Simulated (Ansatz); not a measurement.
The Ansatz input:

```yaml
crystal:
  lattice:
    - [0.0, 3.0025, 3.0025]
    - [3.0025, 0.0, 3.0025]
    - [3.0025, 3.0025, 0.0]
  atoms:
    - { symbol: Se, position: [0.0, 0.0, 0.0] }
    - { symbol: Li, position: [0.75, 0.75, 0.75] }
    - { symbol: Li, position: [0.25, 0.25, 0.25] }
hamiltonian:
  xc: pbe
  pseudopotentials: { kind: paw }
kpoints:
  mp_grid: { grid: [8, 8, 8] }
  band_path:
    path:
      - [[0.0, 0.0, 0.0], [0.5, 0.0, 0.5], [0.5, 0.25, 0.75], [0.375, 0.375, 0.75], [0.0, 0.0, 0.0], [0.5, 0.5, 0.5], [0.625, 0.25, 0.625], [0.5, 0.25, 0.75], [0.5, 0.5, 0.5], [0.375, 0.375, 0.75]]
      - [[0.625, 0.25, 0.625], [0.5, 0.0, 0.5]]
    npoints: 14
scf:
  occupations: { method: fermi_dirac, width: 0.05 }
  n_extra_bands: 7
output:
  forces: true
  stress: true
  eigenvalues: true
  fatbands: true
```

System: antifluorite-type Li2Se, space group Fm-3m (No. 225), 3 atoms in the primitive cell.

Ansatz 0.2.0; PBE, Ansatz PAW, no spin polarisation, no spin-orbit coupling, 8×8×8 k mesh, 420 eV cutoff, Fermi-Dirac smearing of 0.05 eV.

Predict the main features of the band structure. The path is Γ–X–W–K–Γ–L–U–W–L–K|U–X.

The material is gapped. The gap along this path is 2.98 eV and indirect, from the valence-band top at Γ to the conduction-band bottom at X; the smallest direct gap is 3.38 eV, at Γ. Three bands meet at the valence-band top at Γ: it is triply degenerate (spin aside). The top valence band spans 1.7 eV and the lowest conduction band 2.6 eV. The direct gaps are 5.28 eV at K, 3.38 eV at Γ and 6.91 eV at W.

Spin-orbit coupling is left out, which matters for Se. LDA, GGA and most meta-GGA functionals understate gaps.

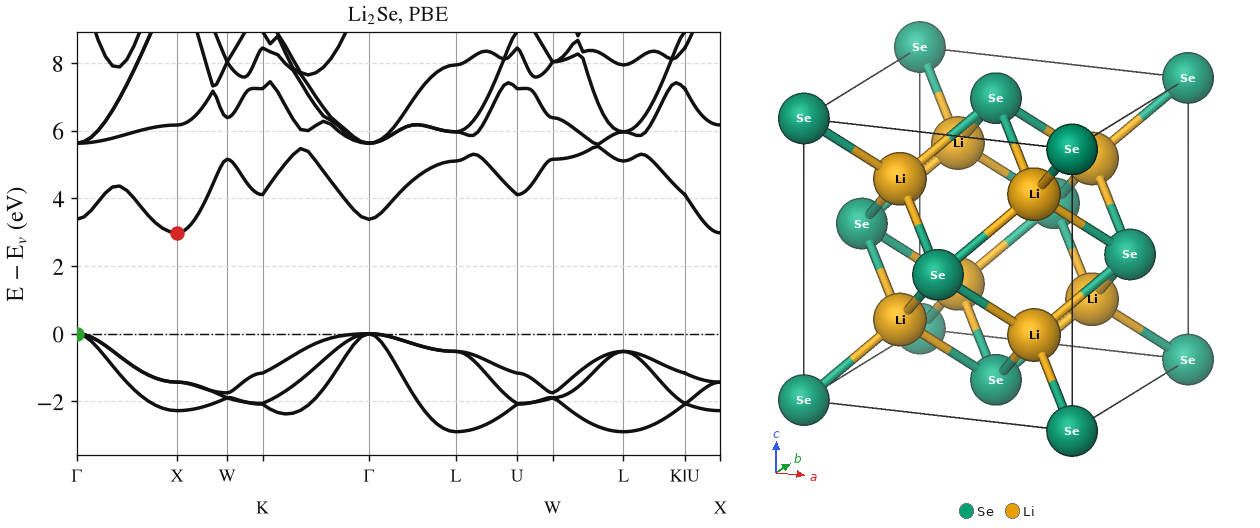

Band structure, beside the structure. Energies are counted from the top of the valence band.
